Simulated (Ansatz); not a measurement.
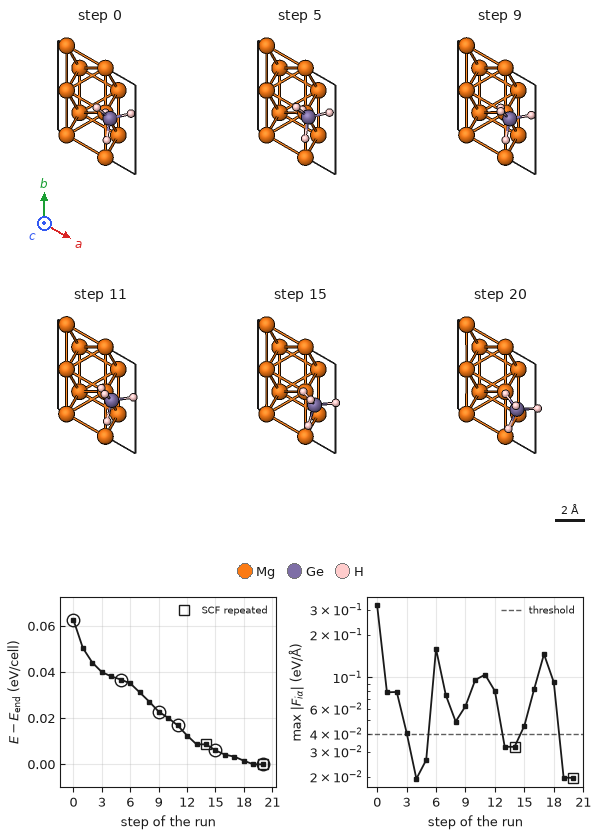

Frames of a constrained relaxation of a slab of composition Mg₁₆GeH₄ (cut from the P6_3/mmc phase), marked on the history of the run. The picture is a ball-and-stick view of the cell of the calculation, outlined in the plane, without the vacuum (origin shifted), seen along the c axis.

Case: 1 GeH4 a cell, inverted, over a top Mg site. The slab is the (0 0 1) face of Mg with GeH4 on it. 8 atoms are held fixed.

The calculation used Ansatz, DFT PBE+D3(BJ), scalar-relativistic, plane waves, PAW. (plane-wave cutoff 420 eV; k-point mesh 4 × 4 × 1; occupations gaussian; smearing width 0.1 eV; no spin polarisation; dipole correction; atoms relaxed in a fixed cell; force threshold 0.04 eV/Å; at most 100 steps)

### What happens along the run?

An H atom moves most: 1.96 Å at 78° to the normal (+c side). Largest moves by element: H 1.96 Å, Ge 0.97 Å, Mg 0.01 Å. The cell stays as it was. Some distances before and after: H–Mg 2.270 → 2.852 Å, Mg–Mg 3.149 → 3.140 Å, Ge–H 1.550 → 1.544 Å. After 18 accepted moves (20 points after the start) the energy has fallen by 62.7 meV per cell of the calculation. The largest force component goes from 0.32 to 0.02 eV/Å. 2 steps only repeated the SCF at the same geometry. The forces were under the threshold at step 4, but the run went on from there. From step 0 to 5: an H atom moves most (0.44 Å), energy −25.9 meV per cell of the calculation. From step 5 to 9: an H atom moves most (0.56 Å), energy −13.9 meV per cell of the calculation. From step 9 to 11: an H atom moves most (0.39 Å), energy −6.0 meV per cell of the calculation. From step 11 to 15: an H atom moves most (0.58 Å), energy −10.9 meV per cell of the calculation. From step 15 to 20: an H atom moves most (0.56 Å), energy −6.0 meV per cell of the calculation.

```json
{"step": "0", "E − E(0), meV/atom": "0.00", "largest force component, eV/Å": "0.3217", "note": ""}
{"step": "1", "E − E(0), meV/atom": "-0.58", "largest force component, eV/Å": "0.0785", "note": ""}
{"step": "2", "E − E(0), meV/atom": "-0.88", "largest force component, eV/Å": "0.0790", "note": ""}
{"step": "3", "E − E(0), meV/atom": "-1.08", "largest force component, eV/Å": "0.0409", "note": ""}
{"step": "4", "E − E(0), meV/atom": "-1.17", "largest force component, eV/Å": "0.0193", "note": ""}
{"step": "5", "E − E(0), meV/atom": "-1.23", "largest force component, eV/Å": "0.0262", "note": ""}
{"step": "6", "E − E(0), meV/atom": "-1.31", "largest force component, eV/Å": "0.1590", "note": ""}
{"step": "7", "E − E(0), meV/atom": "-1.50", "largest force component, eV/Å": "0.0750", "note": ""}
{"step": "8", "E − E(0), meV/atom": "-1.69", "largest force component, eV/Å": "0.0489", "note": ""}
{"step": "9", "E − E(0), meV/atom": "-1.90", "largest force component, eV/Å": "0.0627", "note": ""}
{"step": "10", "E − E(0), meV/atom": "-2.02", "largest force component, eV/Å": "0.0961", "note": ""}
{"step": "11", "E − E(0), meV/atom": "-2.18", "largest force component, eV/Å": "0.1046", "note": ""}
{"step": "12", "E − E(0), meV/atom": "-2.39", "largest force component, eV/Å": "0.0801", "note": ""}
{"step": "13", "E − E(0), meV/atom": "-2.57", "largest force component, eV/Å": "0.0324", "note": ""}
{"step": "14", "E − E(0), meV/atom": "-2.57", "largest force component, eV/Å": "0.0324", "note": "same geometry, SCF repeated"}
{"step": "15", "E − E(0), meV/atom": "-2.70", "largest force component, eV/Å": "0.0457", "note": ""}
{"step": "16", "E − E(0), meV/atom": "-2.78", "largest force component, eV/Å": "0.0828", "note": ""}
{"step": "17", "E − E(0), meV/atom": "-2.83", "largest force component, eV/Å": "0.1458", "note": ""}
{"step": "18", "E − E(0), meV/atom": "-2.91", "largest force component, eV/Å": "0.0924", "note": ""}
{"step": "19", "E − E(0), meV/atom": "-2.99", "largest force component, eV/Å": "0.0197", "note": ""}
{"step": "20", "E − E(0), meV/atom": "-2.99", "largest force component, eV/Å": "0.0196", "note": "same geometry, SCF repeated"}
```

Limits of the set-up: the periodic images lie only 6.3 Å apart, so the values are limited by the cell's size.
